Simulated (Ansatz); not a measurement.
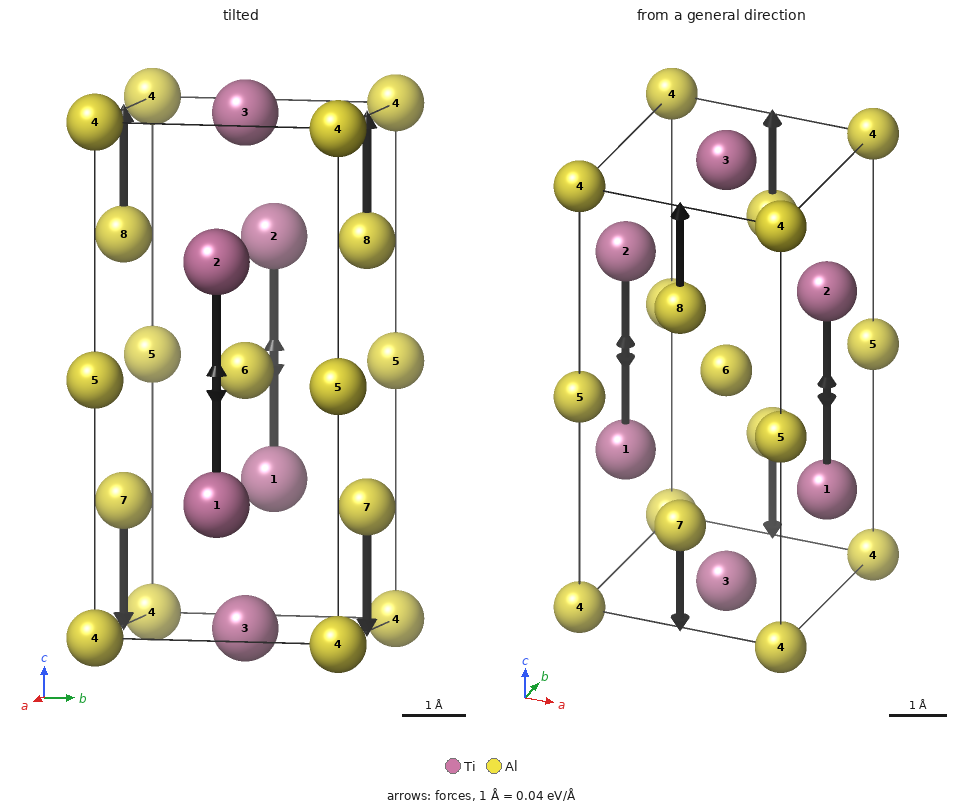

Structure drawing (spheres-only), viewed slightly off an axis and from a general direction. The simulation cell is drawn as a box. The arrows are the computed forces on the atoms.

System: Ti3Al5. Electronic-structure method: DFT PBEsol, scalar-relativistic, plane waves, PAW (Ansatz 0.2.0). Parameters: 420 eV cutoff, a 10×10×6 mesh of k-points, Gaussian smearing of 0.15 eV, no spin polarisation.

Q: Are the forces small enough to call this converged?

A: No. The atoms still feel forces of up to about 0.074 eV/Å, above a usual threshold of 0.01 to 0.03 eV/Å.

Its origin is a structure listed in the Materials Project. The cell was then strained or its atoms displaced on purpose. It went into a calculation with Ansatz.
